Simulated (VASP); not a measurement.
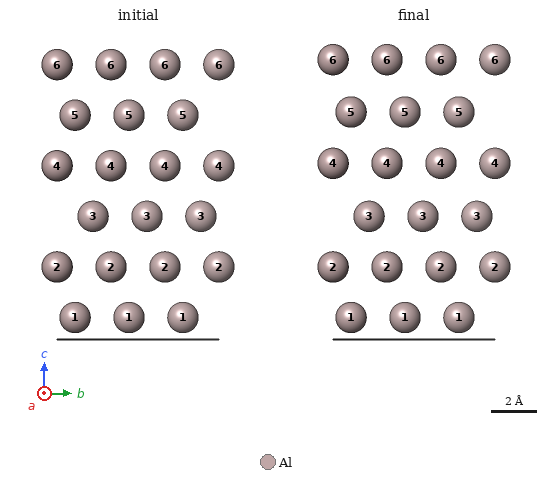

The structure of a slab of composition Al before (left) and after (right) a relaxation, at one scale.

The picture is a spheres-only view of the 2 × 3 repeat of the cell, outlined in the plane, without the vacuum, seen along the a axis.

The run lets the atoms move in a fixed cell. 3 atoms are held fixed.

All numbers below come from VASP, Kohn-Sham DFT of a periodic cell, PBE, VASP PAW PBE potentials, gw.

The input:
```
SYSTEM = Al
ALGO     = Fast           ! electronic algorithm
DIPOL    = 0.5 0.5 0.500
EDIFF    = 1E-6           ! SCF threshold, eV
EDIFFG   = -0.02          ! ionic threshold
ENCUT    = 600            ! plane-wave cutoff, eV
GGA      = PE             ! functional
IBRION   = 2              ! ionic algorithm
IDIPOL   = 3            
ISIF     = 2              ! what is computed and relaxed
ISMEAR   = -1             ! smearing method
LASPH    = .True.         ! aspherical terms in the spheres
LCHARG   = .False.        ! write CHGCAR
LDIPOL   = .True.       
LREAL    = .False.        ! projectors in reciprocal space
LWAVE    = .False.        ! write WAVECAR
NELM     = 100            ! most SCF steps
NSW      = 60             ! ionic steps
PREC     = Accurate       ! precision mode
SIGMA    = 0.05           ! smearing width, eV
```

Run as
```bash
cat potpaw_PBE.64/Al_GW/POTCAR > POTCAR
mpirun -np 1 vasp_std > vasp.out
```

Question: Describe what moved and what it gained.

Answer: The atom that moves furthest is Al6 (0.22 Å along the normal (+c)). The cell doesn't change. Among the contacts that change: Al3–Al4 2.817 → 2.909 Å, Al5–Al6 2.817 → 2.883 Å, Al4–Al5 2.817 → 2.845 Å. The energy falls by 30.3 meV per cell of the calculation in 8 geometry steps. Largest force component: 0.29 eV/Å at the start, 0.14 eV/Å at the end. It ran on 1 thread of Intel(R) Xeon(R) Platinum 8488C (Sapphire Rapids), on a shared host.
